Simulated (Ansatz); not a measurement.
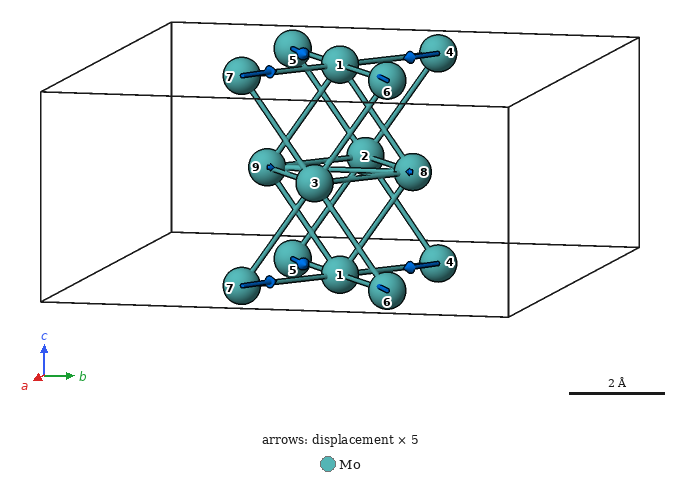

A relaxation of a wire of composition Mo. The starting structure is drawn; blue arrows show the displacements (the part carried along by the change of the cell is left out), magnified 5 times.

Style: ball-and-stick. Shown: the cell of the calculation, with the vacuum cut short, slightly off an axis.

Case: wire along [1 1 0], 9 atoms a period.

The calculation used DFT PBE, scalar-relativistic, plane waves, PAW in Ansatz 0.2.0.

The input:
```yaml
crystal:
  lattice:
    - [13.5, 0.0, 0.0]
    - [0.0, 12.5, 0.0]
    - [0.0, 0.0, 4.4695390374]
  atoms:
    - { symbol: Mo, position: [0.5, 0.5, 0.0] }
    - { symbol: Mo, position: [0.3344615171, 0.5, 0.5] }
    - { symbol: Mo, position: [0.6655384829, 0.5, 0.5] }
    - { symbol: Mo, position: [0.3344615171, 0.6264176545, 0.0] }
    - { symbol: Mo, position: [0.3344615171, 0.3735823455, 0.0] }
    - { symbol: Mo, position: [0.6655384829, 0.6264176545, 0.0] }
    - { symbol: Mo, position: [0.6655384829, 0.3735823455, 0.0] }
    - { symbol: Mo, position: [0.5, 0.6264176545, 0.5] }
    - { symbol: Mo, position: [0.5, 0.3735823455, 0.5] }
basis:
  ecutwfc: 420
kpoints:
  mp_grid: { grid: [1, 1, 8] }
hamiltonian:
  xc: pbe
scf:
  occupations: { method: gaussian, width: 0.05 }
output:
  forces: true
  stress: true
  eigenvalues: true
  populations: true
  write_density: true
  write_potential: true
  elf: true
  volumetric_format: npy
relax:
  adjacent_minimum: "off"
  f_tol: 0.02
  max_steps: 45
  cell: { fix: [a, b, alpha, beta, gamma], stress_tol: 0.03 }
```

Launched with:
```bash
ansatz run input.yaml --threads 4 --pin off --max-ram 9216MiB --backend cpu --events-out ev --progress --plain --runs-dir out
```

### What did the optimiser do to the structure, and how much energy did it gain?

After 7 accepted moves (8 points after the start) the energy has fallen by 3.290 eV per cell of the calculation. Largest force component: 2.5 eV/Å at the start, 0.0048 eV/Å at the end. At 1 point the geometry stayed and the basis and grid were re-selected for the new cell (energy shift of 3.3 meV per cell of the calculation at most each time). The largest moves relative to the layer's centre, 0.22 Å, are those of Mo4, Mo5, Mo6 and Mo7. Along the periodic axis the drawn cell goes c 4.470 → 4.085 Å (−8.6 %). Some distances before and after: Mo4–Mo8 3.160 → 2.887 Å, Mo1–Mo4 2.737 → 2.516 Å, Mo4–Mo5 3.160 → 2.947 Å, Mo2–Mo4 2.737 → 2.525 Å. Bond angles that change, for instance: Mo4–Mo2–Mo5 180.0° → 171.4°, Mo4–Mo2–Mo9 109.5° → 105.7°, Mo4–Mo2–Mo8 70.5° → 66.8°.

Limits of the set-up: the k-point mesh is coarse for a cell with partly filled bands.
